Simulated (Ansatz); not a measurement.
# Geometry relaxation, with input and output: CoSi$_{2}$ (part 2 of 2)

Continued. System: CoSi$_{2}$ (slab, 6 atoms in the cell). Method: DFT PBE+D3(BJ), scalar-relativistic, plane waves, PAW, PAW set soft_1, no spin polarisation (Ansatz 0.2.0); cutoff 420 eV, 9×9×1 k-mesh, Gaussian smearing of 0.1 eV. The structure derives from an entry of the Crystallography Open Database. The input holds or restrains some coordinates. Forces given for the steps count only the free coordinates.

Geometry of the input (Å; fractional positions):
```
3.7509  0.0000  0.0000
-1.8755  3.2484  0.0000
0.0000  0.0000  18.5940
Si 0.0000  0.0000  0.3765
Co 0.6667  0.3333  0.4176
Si 0.3333  0.6667  0.4588
Si 0.6667  0.3333  0.5412
Co 0.3333  0.6667  0.5824
Si 0.0000  0.0000  0.6235
```

The program's output, continued:
```
SCF iter   1: F=—  HF=-12797.975539 eV  |F-HF|=—  |Δ(HF+E_count)|=         —  Δρ=2.89e-5  dr2=2.56e-6  ethr=5.12e-9  p=-0.008 e·Å  D=-6.49e-3 V/Å  ΔV_dip=0.12 eV  dr2_dipole=2.62e-7  V_vac-E_F(+/−)=5.05/4.93 eV  ⟨swp⟩=1.0  Hψ=1032  notcnv=0
efield: sawtooth ramp at fractional position 0.9800 (handed on by an earlier solve), width 0.0400; the density the first Hamiltonian is built on has a dipole p = -0.008 e·Å; the dipole correction subtracts the counter field D = -6.49e-3 V/Å, which shifts the + side's vacuum level by +0.12 eV against the − side's; the planar-averaged density in the ramp window peaks in size at 6.6e-7 e/Å³
preconditioner: auto → LDOS  [metal: Δε(μ)=0.054 eV  Ē_g=6.335 eV  σ=0.100 eV  W_gap=0.29  n_scr=42 (ndim 8)  ℏωp=14.4 eV  f_vac=0.569  D(μ)=4.20/eV (n_scr^D=10)  β→1.0]
SCF iter   2: F=—  HF=-12797.975472 eV  |F-HF|=—  |Δ(HF+E_count)|=   6.72e-5  Δρ=3.75e-5  dr2=2.36e-6  ethr=5.12e-9  p=-0.008 e·Å  D=-6.49e-3 V/Å  ΔV_dip=0.12 eV  dr2_dipole=1.19e-8  V_vac-E_F(+/−)=5.05/4.93 eV  ⟨swp⟩=2.2  Hψ=530  notcnv=0
SCF iter   3: F=—  HF=-12797.975473 eV  |F-HF|=—  |Δ(HF+E_count)|=   3.95e-7  Δρ=7.84e-6  dr2=1.34e-7  ethr=4.73e-9  p=-0.008 e·Å  D=-6.50e-3 V/Å  ΔV_dip=0.12 eV  dr2_dipole=1.85e-8  V_vac-E_F(+/−)=5.05/4.93 eV  ⟨swp⟩=2.2  Hψ=470  notcnv=0
SCF iter   4: F=-12797.975473 eV  HF=-12797.975473 eV  |F-HF|=4.34e-8  |Δ(HF+E_count)|=   9.94e-8  Δρ=7.81e-7  dr2=1.67e-9  ethr=2.00e-10  p=-0.008 e·Å  D=-6.51e-3 V/Å  ΔV_dip=0.12 eV  dr2_dipole=5.77e-10  V_vac-E_F(+/−)=5.05/4.93 eV  ⟨swp⟩=7.0  Hψ=1544  notcnv=0
SCF 4 converged in 4 iterations: F = -12797.975473 eV  dr2 = 1.67e-9
relax step   4: F+E_penalty+E_count = -12797.97547280 eV  Δ(F+E_penalty+E_count) = -2.645e-6 eV  max|allowed force component| = 2.659e-2 eV/Å  Δτ_max = 0.0000 Å  (4 SCF iters, accepted)
```

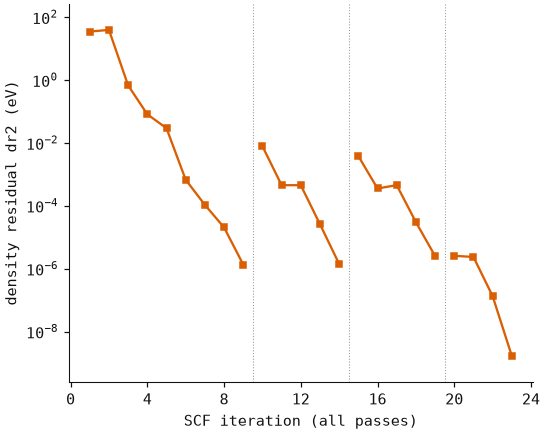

Figure 1. Convergence of the self-consistent field: density residual dr2 against the SCF iteration. The dotted lines part the SCF passes of the relaxation: geometry steps, rejected trials and re-solves on a re-selected basis. The passes take 9, 5, 5 and 4 iterations.

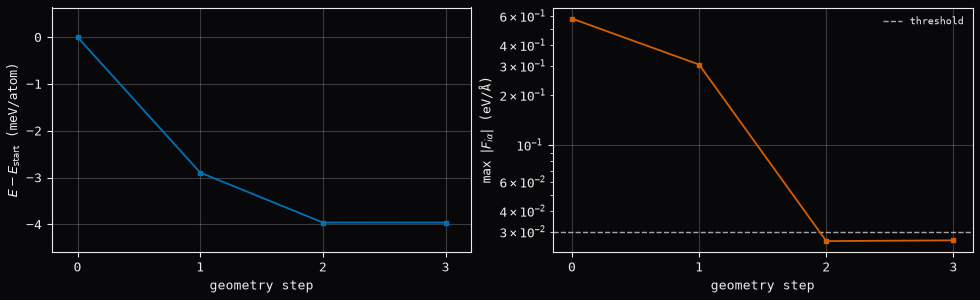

Figure 2. Progress of the restrained relaxation, step by step (the first geometry is step 0 here and step 1 in the log).

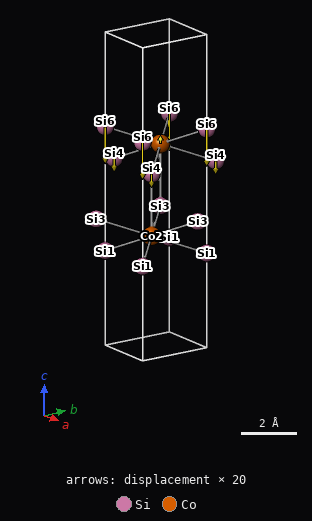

Figure 3. The starting structure with the displacements as yellow arrows, magnified 20 times (ball-and-stick view of the cell of the calculation, with the vacuum cut short, with bonded neighbours outside it, seen slightly off an axis). Si6 moves most: 0.071 Å. Largest moves by element: Si 0.071 Å, Co 0.017 Å. The lattice vectors keep their values. Distances before and after: Co2–Si4 2.297 → 2.270 Å, Si3–Co5 2.297 → 2.314 Å. Over 3 geometry steps the energy falls by 4.0 meV per atom. The largest force component goes from 0.58 to 0.027 eV/Å. (Atoms are counted from 1 in the order of the input.)

```
SCF converged after 4 iterations
Free energy (F): -12797.975473 eV
Harris-Foulkes:  -12797.975473 eV  (|F-HF|=4.34e-8)
Internal energy: -12797.954471 eV  (E = F + TS)
E sigma→0 (E₀):  -12797.964972 eV
Entropy (-TS):   -0.021002 eV (-3.500 meV/atom)
Fermi energy:    1.039483 eV
Dipole field:    D = -0.006537 V/Å  (p = -0.008185 e·Å, saw-weighted, corrected)
Work function:   Φ+ = 5.0514 eV   Φ− = 4.9299 eV
Levels:          The Fermi level and band energies are counted from a zero that moves with the ramp; work functions are not
--- Per-component energies (eV) ---
  E_band       = -1147.094124
  E_kinetic    = 760.810923
  E_local      = -35441.329203  (includes V_loc(G=0)·N_el)
  E_nonlocal   = 960.760194
  E_hartree    = 17066.601081
  E_xc         = -414.919005
  E_vxc        = -434.664647  (∫ρ·V_xc dr)
  E_paw        = -5193.833862  (= ΣΔE_a)
  E_vpaw       = -1125.873434  (= ΣTr[D̂ρ^β])
  E_aug_tail   = 0.000089  (compensation charges beyond the density's cutoff)
  E_efield     = 0.000027  (sawtooth field / dipole correction)
  E_vefield    = -0.000654  (∫n·V_field dr)
  E_ewald      = 9465.748580
  E_disp       = -1.793294  (pairwise vdW)
  E_smearing   = -0.021002  (= −TS)
  E_closure    = -0.000000  (closes the sum)
  Σ components = -12797.975473   (vs F -12797.975473, Δ=0.00e0)
--- Forces (eV/Å), atoms counted from 1 ---
  atom   1  Si     0.00000000    -0.00000000     0.43101683
  atom   2  Co     0.00000000    -0.00000000    -0.63867593
  atom   3  Si     0.00000000    -0.00000000     0.20407122
  atom   4  Si     0.00000000     0.00000000    -0.02057685
  atom   5  Co     0.00000000     0.00000000     0.02658761
  atom   6  Si     0.00000000     0.00000000    -0.00242072
  max |Σ_I F_I| component: 2.16e-6 eV/Å
--- Band table (eV; the first three rows and the last of 12) ---
  k-point 0: bands = ["-93.6156", "-93.6010", "-56.9577", "-56.9577", "-56.9571", "-56.9571", "-56.8860", "-56.8452", "-11.5244", "-9.4919", "-6.1114", "-2.7896", "-2.7896", "-2.5318", "-2.5204", "-2.5204", "-1.6239", "-0.7748", "-0.7748", "-0.4605", "-0.4605", "0.0297", "2.0284", "2.0284", "3.2038", "3.6201", "3.9522", "3.9522", "4.1506", "5.1030", "5.1030"]
  k-point 1: bands = ["-93.6156", "-93.6010", "-56.9580", "-56.9578", "-56.9574", "-56.9572", "-56.8859", "-56.8452", "-11.3562", "-9.3240", "-6.0220", "-3.3934", "-2.7801", "-2.7510", "-2.4022", "-2.1359", "-1.5839", "-0.9548", "-0.8704", "-0.4280", "-0.4111", "-0.1157", "1.3032", "1.6503", "2.7379", "3.2499", "3.3474", "3.5136", "4.2179", "5.0351", "5.3581"]
  k-point 2: bands = ["-93.6155", "-93.6010", "-56.9587", "-56.9581", "-56.9580", "-56.9574", "-56.8859", "-56.8451", "-10.8574", "-8.8311", "-5.8300", "-4.3898", "-3.3276", "-2.7331", "-2.0911", "-1.9726", "-1.6263", "-1.1303", "-1.0224", "-0.5307", "-0.4004", "-0.1212", "0.5750", "0.9640", "1.0242", "2.2045", "3.0465", "3.2565", "4.4908", "5.0279", "5.6445"]
  k-point 11: bands = ["-93.6155", "-93.6009", "-56.9594", "-56.9594", "-56.9588", "-56.9588", "-56.8857", "-56.8450", "-7.6093", "-7.5767", "-6.9688", "-6.2376", "-4.0956", "-4.0523", "-3.3318", "-2.1418", "-2.0801", "-1.1195", "-0.9029", "-0.8749", "-0.4778", "-0.2989", "-0.2299", "-0.1328", "1.0781", "1.2442", "1.7245", "2.1177", "4.9035", "5.0742", "5.1588"]
--- Relaxed structure (4 steps of the walk, 4 accepted, 0 SCFs on fresh bases) ---
  F+E_penalty+E_count = -12797.97547280 eV   max|allowed force component| = 2.659e-2 eV/Å
  atoms:
    - { symbol: Si, position: [0.0, 0.0, 0.3764664690000001] }
    - { symbol: Co, position: [0.6666666666666666, 0.33333333333333337, 0.4176443127] }
    - { symbol: Si, position: [0.33333333333333337, 0.6666666666666667, 0.4588221563] }
    - { symbol: Si, position: [0.6666666666666666, 0.33333333333333337, 0.5397313855529011] }
    - { symbol: Co, position: [0.33333333333333337, 0.6666666666666667, 0.5832465512802837] }
    - { symbol: Si, position: [0.0, 0.0, 0.6197392518046247] }
```

Trajectory as extended XYZ (Å, eV, eV/Å), 4 frames, from step=1 to step=4:
```
6
Lattice="3.7509 0.0000 0.0000 -1.8755 3.2484 0.0000 0.0000 0.0000 18.5940" Properties=species:S:1:pos:R:3:forces:R:3 step=1 energy=-12797.95170
Si    0.0000    0.0000    7.0000    0.0000   0.0000   0.4331
Co    1.8755    1.0828    7.7657    0.0000   0.0000  -0.5794
Si    0.0000    2.1656    8.5313    0.0000   0.0000   0.2522
Si    1.8755    1.0828   10.0626    0.0000   0.0000  -0.2523
Co    0.0000    2.1656   10.8283    0.0000   0.0000   0.5793
Si    0.0000    0.0000   11.5940    0.0000   0.0000  -0.4331
6
Lattice="3.7509 0.0000 0.0000 -1.8755 3.2484 0.0000 0.0000 0.0000 18.5940" Properties=species:S:1:pos:R:3:forces:R:3 step=2 energy=-12797.96906
Si    0.0000    0.0000    7.0000    0.0000   0.0000   0.4354
Co    1.8755    1.0828    7.7657    0.0000   0.0000  -0.6059
Si    0.0000    2.1656    8.5313    0.0000   0.0000   0.2320
Si    1.8755    1.0828   10.0510    0.0000   0.0000  -0.1632
Co    0.0000    2.1656   10.8352    0.0000   0.0000   0.3058
Si    0.0000    0.0000   11.5565    0.0000   0.0000  -0.2043
6
Lattice="3.7509 0.0000 0.0000 -1.8755 3.2484 0.0000 0.0000 0.0000 18.5940" Properties=species:S:1:pos:R:3:forces:R:3 step=3 energy=-12797.97547
Si    0.0000    0.0000    7.0000    0.0000   0.0000   0.4307
Co    1.8755    1.0828    7.7657    0.0000   0.0000  -0.6385
Si    0.0000    2.1656    8.5313    0.0000   0.0000   0.2046
Si    1.8755    1.0828   10.0357    0.0000   0.0000  -0.0203
Co    0.0000    2.1656   10.8449    0.0000   0.0000   0.0263
Si    0.0000    0.0000   11.5234    0.0000   0.0000  -0.0026
6
Lattice="3.7509 0.0000 0.0000 -1.8755 3.2484 0.0000 0.0000 0.0000 18.5940" Properties=species:S:1:pos:R:3:forces:R:3 step=4 energy=-12797.97547
Si    0.0000    0.0000    7.0000    0.0000   0.0000   0.4310
Co    1.8755    1.0828    7.7657    0.0000   0.0000  -0.6387
Si    0.0000    2.1656    8.5313    0.0000   0.0000   0.2041
Si    1.8755    1.0828   10.0357    0.0000   0.0000  -0.0206
Co    0.0000    2.1656   10.8449    0.0000   0.0000   0.0266
Si    0.0000    0.0000   11.5234    0.0000   0.0000  -0.0024
```

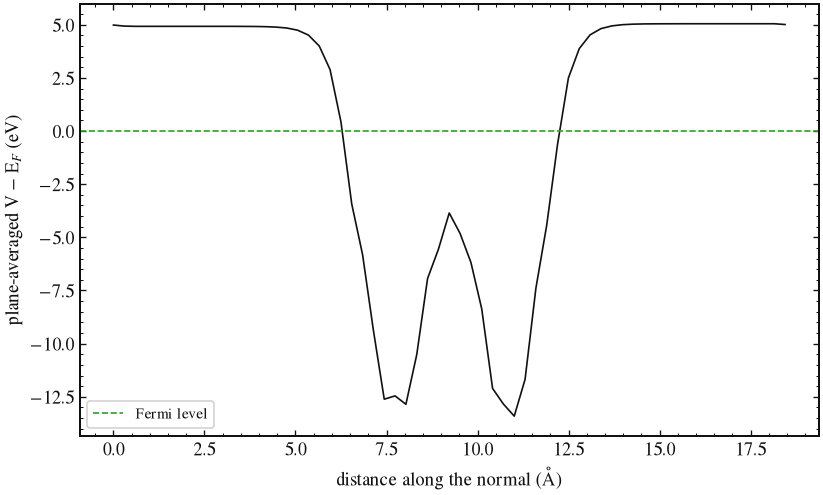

Figure 4. Plane average of the electrostatic potential energy of an electron across the cell, from the Fermi level. The vacuum level lies 5.05 eV above the Fermi level on the upper side and 4.93 eV on the lower.
